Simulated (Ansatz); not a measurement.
Run report: SnO$_{2}$, geometry relaxation (part 2 of 2)

SnO$_{2}$ (P4₂/mnm, 6 atoms in the cell); DFT PBEsol, scalar-relativistic, plane waves, PAW, no spin polarisation (Ansatz 0.2.0); cutoff 420 eV, 6×6×8 k-mesh, Gaussian smearing of 0.02 eV. The structure derives from an entry of the Crystallography Open Database.

Geometry of the input (Å; fractional positions):
```
4.7380  0.0000  0.0000
0.0000  4.7380  0.0000
0.0000  0.0000  3.1865
Sn 0.0000  0.0000  0.0000
Sn 0.5000  0.5000  0.5000
O  0.3071  0.3071  0.0000
O  0.1929  0.8071  0.5000
O  0.6929  0.6929  0.0000
O  0.8071  0.1929  0.5000
```

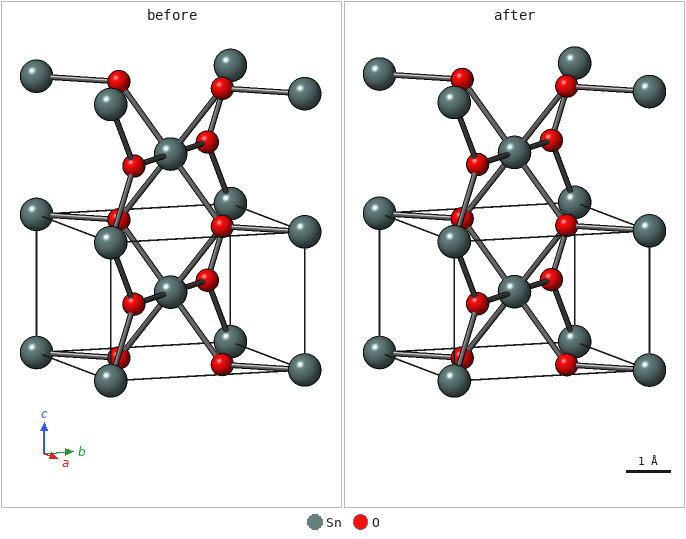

Fig. 1: Before (left) and after (right) the relaxation, at one scale (ball-and-stick view of the cell of the calculation, repeated 1 × 1 × 2, seen slightly off an axis). The energy falls by 24.1 meV per cell of the calculation in 5 geometry steps. The largest force component goes from 0.15 to under 0.0001 eV/Å. The pressure goes from 4.70 to 0.01 GPa. The basis was re-selected once at an unchanged geometry, which shifts the energy a little without any move. The largest moves relative to the cell, 0.006 Å, are those of O3, O4, O5 and O6. Sn stays in place. The drawn cell changes as follows: a = b 4.738 → 4.769 Å (+0.7 %), c 3.187 → 3.212 Å (+0.8 %); the volume changes by +2.1 %. Among the contacts that change: Sn1–O4 2.052 → 2.070 Å, Sn1–O3 2.058 → 2.066 Å. The space group stays P4_2/mnm (No. 136). The energy change given includes the shifts at the re-selections in mid-walk, which come without any move. A last SCF at the same geometry on a re-selected plane-wave basis shifts the energy by −0.3 meV per cell of the calculation. (Atoms are counted from 1 in the order of the input.)

```
basis re-selected at this cell: Δ(F+E_penalty+E_count) = -3.112e-4 eV, ΔP = +0.003 GPa vs the last step (what re-selecting the basis moved, of the pressure what is left beyond the Pulay correction that the steps carried, after the strain that the cell walked since its last selection, with what the two solves' SCF thresholds leave and, on support functions, any second-order correction that the steps lacked; it is no measure of the basis error at this ecutwfc). This SCF's stress stands 1.11e-2 GPa from its target on what of the cell is left free (relax.cell.stress_tol is 5.00e-2 GPa) and its largest allowed force component is 2.13e-5 eV/Å (relax.f_tol is 5.00e-3 eV/Å): within both
SCF converged after 5 iterations
Free energy (F): -14143.067751 eV
Harris-Foulkes:  -14143.067751 eV  (|F-HF|=3.64e-12)
Internal energy: -14143.067751 eV  (E = F + TS)
E sigma→0 (E₀):  -14143.067751 eV
Fermi energy:    9.547448 eV
--- Per-component energies (eV) ---
  E_band       = -136.381378
  E_kinetic    = 1079.352352
  E_local      = -2894.865516  (includes V_loc(G=0)·N_el)
  E_nonlocal   = 139.011930
  E_hartree    = 1494.976191
  E_xc         = -1043.555766
  E_vxc        = -561.542393  (∫ρ·V_xc dr)
  E_paw        = -8763.193131  (= ΣΔE_a)
  E_vpaw       = -888.300052  (= ΣTr[D̂ρ^β])
  E_aug_tail   = 0.009918  (compensation charges beyond the density's cutoff)
  E_ewald      = -4155.514560
  E_core_change = 0.710831  (= ΣΔE_core)
  E_smearing   = -0.000000  (= −TS)
  E_closure    = 0.000000  (closes the sum)
  Σ components = -14143.067751   (vs F -14143.067751, Δ=0.00e0)
--- Forces (eV/Å), atoms counted from 1 ---
  atom   1  Sn    -0.00000000    -0.00000000     0.00000000
  atom   2  Sn    -0.00000000    -0.00000000     0.00000000
  atom   3  O      0.00002127     0.00002127     0.00000000
  atom   4  O     -0.00002127     0.00002127     0.00000000
  atom   5  O     -0.00002127    -0.00002127    -0.00000000
  atom   6  O      0.00002127    -0.00002127    -0.00000000
  max |Σ_I F_I| component: 3.47e-18 eV/Å
--- Stress (GPa, compression-positive) ---
        0.011069      -0.000000      -0.000000
       -0.000000       0.011069      -0.000000
       -0.000000      -0.000000       0.005429
  P = ⅓ Tr σ = 0.0092 GPa (0.092 kbar)
--- Band table (eV; the first three rows and the last of 50) ---
  k-point 0: bands = ["-11.9407", "-11.2005", "-10.9506", "-10.9298", "-10.9298", "-10.8521", "-10.8058", "-10.7224", "-10.6949", "-10.6949", "-9.7081", "-7.8790", "-7.8790", "-6.1522", "0.9312", "5.0281", "5.0281", "5.1387", "5.9999", "7.0586", "7.1261", "7.8233", "7.8233", "8.3148", "8.3148", "9.0878", "10.0071", "14.9474", "15.1400", "15.1400", "19.2304", "19.2884"]
  k-point 1: bands = ["-11.8695", "-11.1172", "-11.0686", "-11.0686", "-10.9235", "-10.8645", "-10.7999", "-10.7229", "-10.7144", "-10.7144", "-9.6235", "-7.6474", "-7.6474", "-6.2659", "0.9209", "5.0079", "5.1697", "5.1697", "6.0328", "6.1027", "6.9979", "7.2549", "7.2549", "8.3445", "8.3445", "8.9589", "11.0023", "15.2565", "15.7872", "15.7872", "18.2457", "20.2415"]
  k-point 2: bands = ["-11.6827", "-11.3552", "-11.3552", "-10.9913", "-10.8527", "-10.8513", "-10.7843", "-10.7520", "-10.7520", "-10.7255", "-9.3311", "-7.1332", "-7.1332", "-6.6248", "0.9509", "4.4229", "4.8338", "5.5059", "5.5059", "6.2494", "6.2494", "6.4017", "6.5315", "8.2443", "8.2443", "8.5940", "12.6095", "15.7061", "17.2070", "17.2070", "17.6352", "20.5036"]
  k-point 49: bands = ["-11.6947", "-11.6947", "-11.2438", "-11.2438", "-10.8031", "-10.8031", "-10.7396", "-10.7396", "-10.6986", "-10.6986", "-7.8349", "-7.8349", "-6.5313", "-6.5313", "1.0916", "1.0916", "4.0878", "4.0878", "6.5093", "6.5093", "6.6478", "6.6478", "8.1311", "8.1311", "8.2684", "8.2684", "13.6463", "13.6463", "17.7120", "17.7120", "19.7843", "19.7843"]
--- Relaxed structure (6 steps of the walk, 6 accepted, 2 SCFs on fresh bases) ---
  F+E_penalty+E_count = -14143.06775145 eV   max|allowed force component| = 2.127e-5 eV/Å   (the final SCF, on the basis selected at the relaxed cell)
  cell:  # Å, volume = 73.0528 Å³
    - [4.768990020281697, 1.1403171076159927e-33, -6.044958113448922e-34]
    - [2.610364463217333e-34, 4.768990020281697, -7.69370578632477e-34]
    - [-4.0655254180767885e-34, -5.174333788122389e-34, 3.2120647273211405]
  atoms:
    - { symbol: Sn, position: [1.9069265732473185e-20, 1.7162339159226107e-20, -4.6658935952709963e-35] }
    - { symbol: Sn, position: [0.5, 0.5, 0.49999999999999994] }
    - { symbol: O, position: [0.30627638338986984, 0.30627638338986984, -1.7797083118406314e-35] }
    - { symbol: O, position: [0.19372361661013016, 0.8062763833898698, 0.49999999999999994] }
    - { symbol: O, position: [0.6937236166101303, 0.6937236166101303, 2.1640888593029826e-34] }
    - { symbol: O, position: [0.8062763833898698, 0.19372361661013016, 0.49999999999999994] }
```

Trajectory as extended XYZ (Å, eV, eV/Å), 8 frames, from step=1 to step=8
```
6
Lattice="4.7380 0.0000 0.0000 0.0000 4.7380 0.0000 0.0000 0.0000 3.1865" Properties=species:S:1:pos:R:3:forces:R:3 step=1 energy=-14143.04335 pressure_GPa=4.70
Sn    0.0000    0.0000    0.0000    0.0000   0.0000   0.0000
Sn    2.3690    2.3690    1.5933    0.0000   0.0000   0.0000
O     1.4550    1.4550    0.0000   -0.1487  -0.1487   0.0000
O     0.9140    3.8240    1.5933    0.1487  -0.1487   0.0000
O     3.2830    3.2830    0.0000    0.1487   0.1487   0.0000
O     3.8240    0.9140    1.5933   -0.1487   0.1487   0.0000
6
Lattice="4.7741 0.0000 0.0000 0.0000 4.7741 0.0000 0.0000 0.0000 3.2035" Properties=species:S:1:pos:R:3:forces:R:3 step=2 energy=-14143.05836 pressure_GPa=0.09
Sn    0.0000    0.0000    0.0000    0.0000   0.0000   0.0000
Sn    2.3870    2.3870    1.6018    0.0000   0.0000   0.0000
O     1.4622    1.4622    0.0000   -0.0105  -0.0105   0.0000
O     0.9248    3.8492    1.6018    0.0105  -0.0105   0.0000
O     3.3118    3.3118    0.0000    0.0105   0.0105   0.0000
O     3.8492    0.9248    1.6018   -0.0105   0.0105   0.0000
6
Lattice="4.7680 0.0000 0.0000 0.0000 4.7680 0.0000 0.0000 0.0000 3.2126" Properties=species:S:1:pos:R:3:forces:R:3 step=3 energy=-14143.05862 pressure_GPa=-0.08
Sn    0.0000    0.0000    0.0000    0.0000   0.0000   0.0000
Sn    2.3840    2.3840    1.6063    0.0000   0.0000   0.0000
O     1.4616    1.4616    0.0000   -0.0285  -0.0285   0.0000
O     0.9224    3.8457    1.6063    0.0285  -0.0285   0.0000
O     3.3064    3.3064    0.0000    0.0285   0.0285   0.0000
O     3.8457    0.9224    1.6063   -0.0285   0.0285   0.0000
6
Lattice="4.7682 0.0000 0.0000 0.0000 4.7682 0.0000 0.0000 0.0000 3.2113" Properties=species:S:1:pos:R:3:forces:R:3 step=4 energy=-14143.05890 pressure_GPa=-0.03
Sn    0.0000    0.0000    0.0000    0.0000   0.0000   0.0000
Sn    2.3841    2.3841    1.6056    0.0000   0.0000   0.0000
O     1.4608    1.4608    0.0000   -0.0106  -0.0106   0.0000
O     0.9233    3.8449    1.6056    0.0106  -0.0106   0.0000
O     3.3074    3.3074    0.0000    0.0106   0.0106   0.0000
O     3.8449    0.9233    1.6056   -0.0106   0.0106   0.0000
6
Lattice="4.7671 0.0000 0.0000 0.0000 4.7671 0.0000 0.0000 0.0000 3.2117" Properties=species:S:1:pos:R:3:forces:R:3 step=5 energy=-14143.05905 pressure_GPa=-0.00
Sn    0.0000    0.0000    0.0000    0.0000   0.0000   0.0000
Sn    2.3836    2.3836    1.6058    0.0000   0.0000   0.0000
O     1.4600    1.4600    0.0000    0.0000   0.0000   0.0000
O     0.9236    3.8435    1.6058    0.0000   0.0000   0.0000
O     3.3071    3.3071    0.0000    0.0000   0.0000   0.0000
O     3.8435    0.9236    1.6058    0.0000   0.0000   0.0000
6
Lattice="4.7671 0.0000 0.0000 0.0000 4.7671 0.0000 0.0000 0.0000 3.2117" Properties=species:S:1:pos:R:3:forces:R:3 step=6 energy=-14143.06776 pressure_GPa=0.18
Sn    0.0000    0.0000    0.0000    0.0000   0.0000   0.0000
Sn    2.3836    2.3836    1.6058    0.0000   0.0000   0.0000
O     1.4600    1.4600    0.0000    0.0001   0.0001   0.0000
O     0.9236    3.8435    1.6058   -0.0001   0.0001   0.0000
O     3.3071    3.3071    0.0000   -0.0001  -0.0001   0.0000
O     3.8435    0.9236    1.6058    0.0001  -0.0001   0.0000
6
Lattice="4.7690 0.0000 0.0000 0.0000 4.7690 0.0000 0.0000 0.0000 3.2121" Properties=species:S:1:pos:R:3:forces:R:3 step=7 energy=-14143.06744 pressure_GPa=0.01
Sn    0.0000    0.0000    0.0000    0.0000   0.0000   0.0000
Sn    2.3845    2.3845    1.6060    0.0000   0.0000   0.0000
O     1.4606    1.4606    0.0000    0.0000   0.0000   0.0000
O     0.9239    3.8451    1.6060    0.0000   0.0000   0.0000
O     3.3084    3.3084    0.0000    0.0000   0.0000   0.0000
O     3.8451    0.9239    1.6060    0.0000   0.0000   0.0000
6
Lattice="4.7690 0.0000 0.0000 0.0000 4.7690 0.0000 0.0000 0.0000 3.2121" Properties=species:S:1:pos:R:3:forces:R:3 step=8 energy=-14143.06775 pressure_GPa=0.01
Sn    0.0000    0.0000    0.0000    0.0000   0.0000   0.0000
Sn    2.3845    2.3845    1.6060    0.0000   0.0000   0.0000
O     1.4606    1.4606    0.0000    0.0000   0.0000   0.0000
O     0.9239    3.8451    1.6060    0.0000   0.0000   0.0000
O     3.3084    3.3084    0.0000    0.0000   0.0000   0.0000
O     3.8451    0.9239    1.6060    0.0000   0.0000   0.0000
```

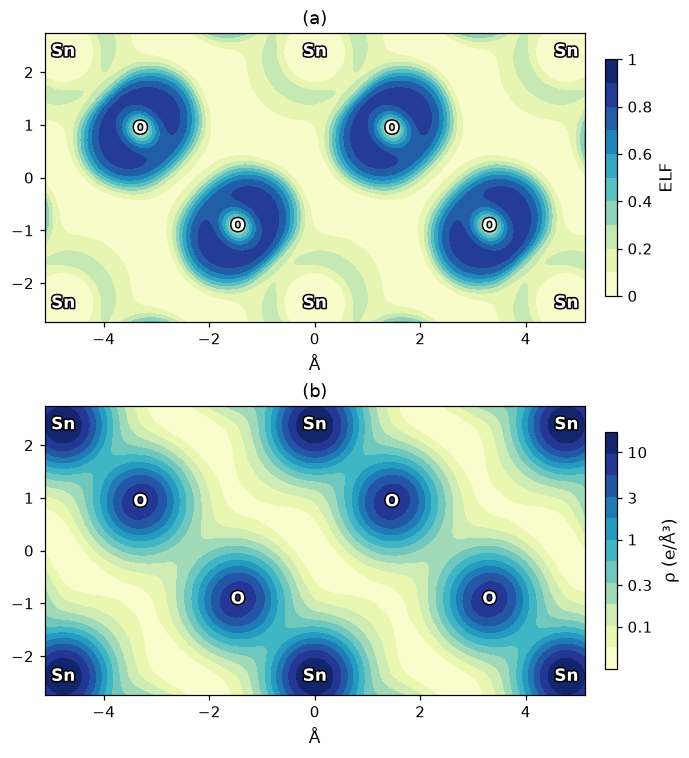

Fig. 2: (a) electron localisation function; (b) valence pseudo-density on the (001) plane of the conventional cell. The plane passes through Sn and O nuclei. Sn–O (2.07 Å): ρ at the midpoint is about 0.66 e/Å³; the ELF is about 0.25 at the midpoint. Away from the nuclei the density in this plane falls to 0.03 e/Å³ at its lowest. In a PAW calculation such maps are meaningful between the atoms, not at the nuclei.

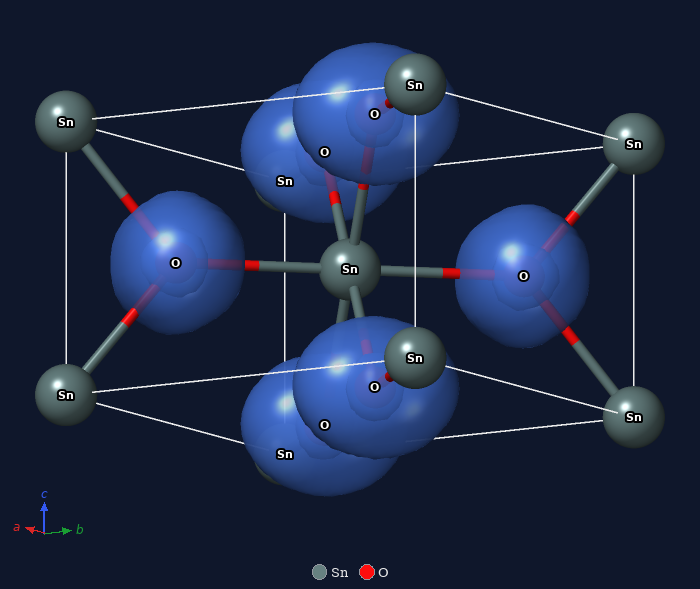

Fig. 3: Isosurface of the ELF at 0.7 (blue), seen at an oblique angle. Core shells and regions of very low density are left out. Sticks mark near contacts. The outline is the cell set on symmetry axes. Profiles from the grid: Sn–O (2.07 Å): the ELF is about 0.25 at the midpoint.

Summary

| quantity | value |
| --- | --- |
| outcome | converged |
| space group (tolerance 0.01 Å) | P4₂/mnm (136) |
| electrons treated | 52 |
| free energy | −14143.0678 eV |
| Fermi energy | 9.547 eV |
| gap on the k-point mesh | 0.92 eV |
| pressure | 0.01 GPa |
| final volume | 73.05 Å³ |
| largest force (length of the vector) at the end | under 0.001 eV/Å |
| final cell | a = 4.769 Å, b = 4.769 Å, c = 3.212 Å, α = 90.00°, β = 90.00°, γ = 90.00° |
| wall time | 2 min (CPU time 1.9 min) |
| peak memory | 0.44 GiB |
